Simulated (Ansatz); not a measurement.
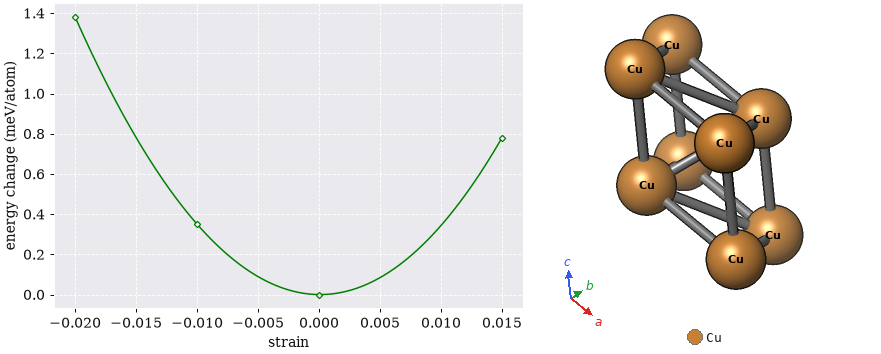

The picture above shows the energy change against strain for Cu, space group I4/mmm (No. 139). The cell is drawn beside the plot.

Starting cell:
```xyz
1
Lattice="-1.4428 1.4428 1.3761 1.4428 -1.4428 1.3761 1.4428 1.4428 -1.3761" Properties=species:S:1:pos:R:3 pbc="T T T"
Cu    0.0000    0.0000    0.0000
```

Method: homogeneous strain of a crystal along one Voigt pattern with engineering shear, fractional coordinates fixed, by plane-wave density functional theory with PAW datasets, free energies less that of the undisturbed cell, pressure positive in compression; scalar-relativistic (Ansatz 0.2.0). Level: PBEsol, no spin polarisation.

| setting | value |
| --- | --- |
| wave cutoff | 420 eV |
| k mesh | 24×24×24 |
| occupations | Gaussian |
| smearing width | 0.15 eV |
| k shift | (0, 0, 0) (mesh steps) |
| start | as given |
| strain pattern | (0, 0, 0, 1, 0, 0) (xx yy zz yz xz xy with engineering shear) |

From this curve and the settings, what does the calculation give for the tensile stress summed over the strain pattern and pressure at the same points?

The tensile stress summed over the strain pattern rises from −1.958 GPa at strain −0.020 to 1.463 GPa at 0.015, and changes sign near 0.000. The pressure goes from −1.348 GPa at strain −0.020 to −1.383 GPa at 0.015, not monotonically, with a low of −1.429 GPa at 0.000.

| strain | tensile stress summed over the strain pattern (GPa) | pressure (GPa) |
| --- | --- | --- |
| −0.020 | −1.958 | −1.348 |
| −0.010 | −0.973 | −1.408 |
| 0.000 | 0.000 | −1.429 |
| 0.015 | 1.463 | −1.383 |

Note: reference crystal is not relaxed.
